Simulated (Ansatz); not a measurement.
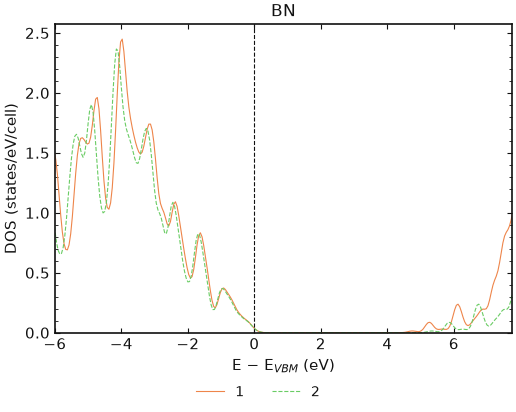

Total densities of states of BN, space group P6_3mc, 4 atoms in the cell, hydrostatic strain −5.9%, by two methods on the same cell. The curves are built from the levels of the k mesh with Gaussians 0.3 eV wide, which also blur the band edges. Each is counted from its own valence-band top.

Which curve is which? The methods: PBE, r2SCAN.

Answer. 1 is PBE; 2 is r2SCAN. PBE gives a gap of 4.75 eV and r2SCAN gives a gap of 5.34 eV.

Settings. PBE: DFT, PBE, plane waves, PAW, no spin polarisation, 12×12×6 k mesh, 420 eV cutoff (Ansatz). r2SCAN: DFT, r2SCAN, plane waves, PAW, no spin polarisation, 12×12×6 k mesh, 500 eV cutoff (Ansatz).
